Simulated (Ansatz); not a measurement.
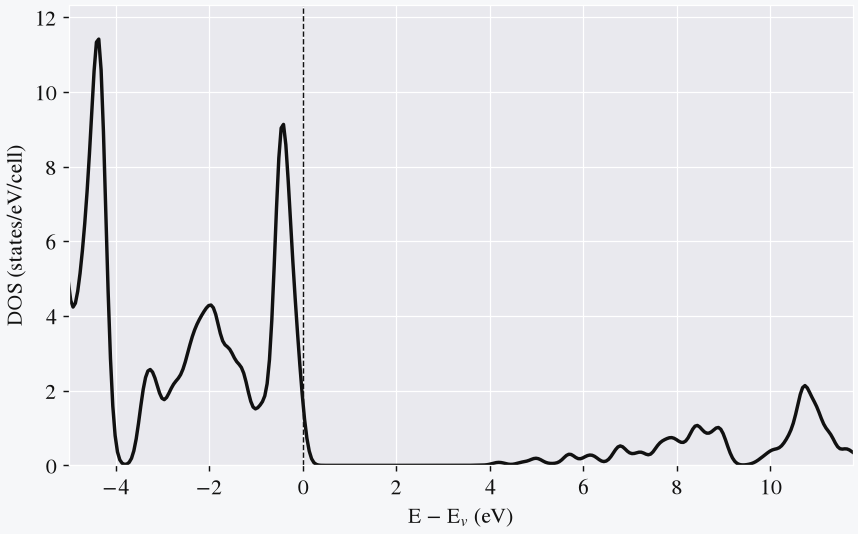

Density of states. Energies are counted from the top of the valence band. The curve is built from the levels of the k mesh with Gaussians 0.3 eV wide, which also blur the band edges.

The Ansatz input:

```
crystal:
  lattice:
    - [0.0, 2.682927076, 2.682927076]
    - [2.682927076, 0.0, 2.682927076]
    - [2.682927076, 2.682927076, 0.0]
  atoms:
    - { symbol: Cd, position: [0.0, 0.0, 0.0] }
    - { symbol: F, position: [0.25, 0.25, 0.25] }
    - { symbol: F, position: [0.75, 0.75, 0.75] }
kpoints:
  mp_grid: { grid: [10, 10, 10] }
  band_path:
    path:
      - [0.0, 0.0, 0.0]
      - [0.5, 0.0, 0.5]
      - [0.625, 0.25, 0.625]
      - [0.375, 0.375, 0.75]
      - [0.5, 0.5, 0.5]
      - [0.5, 0.25, 0.75]
    npoints: 1
hamiltonian:
  xc: r2scan
  dispersion: rvv10
scf:
  occupations: { method: fermi_dirac, width: 0.03 }
  n_extra_bands: 4
output:
  forces: true
  stress: true
  eigenvalues: true
```

Launched with:
```bash
ansatz run input.yaml --threads 2 --pin off --max-ram 2211MiB --backend cpu --events-out ev --progress --plain --runs-dir out
```

Metal or insulator, going by the density of states?

Answer. There is a gap; over the k points computed it is 3.77 eV (indirect; the smallest direct gap is 4.26 eV).

Where is the tallest peak of the filled states in the window?

Answer. Within the window shown, the tallest peak of the filled states lies 4.4 eV under the valence-band top, at about 11 states per eV and cell.
